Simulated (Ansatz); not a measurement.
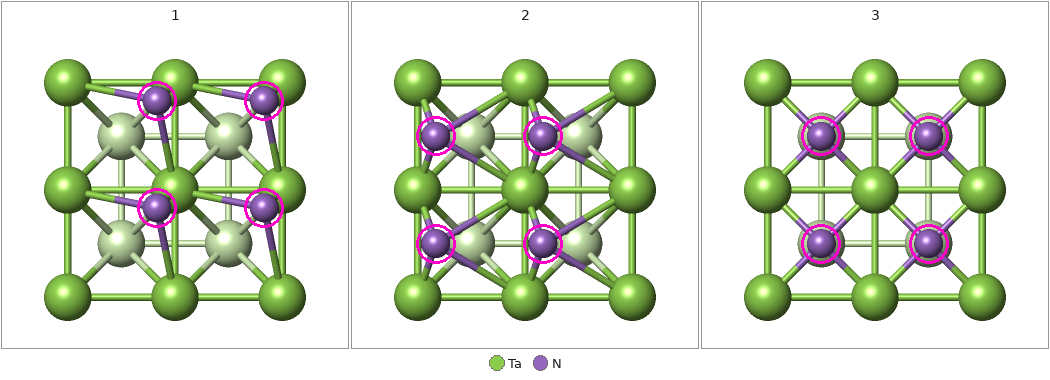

N on a Ta(100) slab cut from the Fm-3m phase, its upper half relaxed before the scan (3 atoms of substrate and one adsorbate in a 1 × 1 cell). 
- N is moved over the surface cell; relaxed at each place: the height of the adsorbate's atoms; substrate rigid; the origin of the map has the adsorbate above Ta3.
- Places are given modulo a cell vector. The map is drawn in real space over the plane of the surface.
- The scan uses a 6 × 6 grid; 10 points were computed and 26 follow by symmetry.
- Energies are in eV, from the lowest grid point.
- With one adsorbate in each 1 × 1 cell, its nearest image is 3.0 Å away, so neighbouring adsorbates interact.
- Method: DFT PBE, scalar-relativistic, plane waves, PAW in Ansatz 0.2.0. Settings: cutoff 420 eV, k-mesh 9×9×1, gaussian smearing 0.1 eV, no spin polarisation.

The numbered pictures are structures from this grid. Rings mark the moved atoms.

Question: Rank them by energy, lowest first.

Answer: 3, at a fourfold hollow over a second-layer Ta atom, (3/6, 3/6) of the cell vectors: 0.00 eV; 2, at (1/6, 3/6) of the cell vectors [nearest 2 Ta at 1.90 Å]: 2.31 eV; 1, at (5/6, 5/6) of the cell vectors [nearest 1 Ta at 1.75 Å]: 4.27 eV.

The map, with the structures marked:

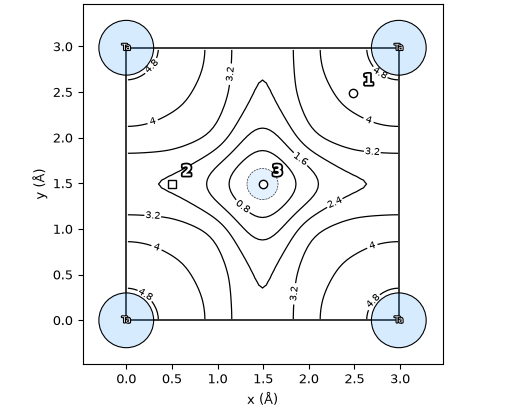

The picture shows contour lines labelled in eV, labelled circles for the atoms of the top layer and small ones for the second layer, the outline of one cell of the plane. Between grid points the surface is interpolated.

PAW datasets: the set soft_1.
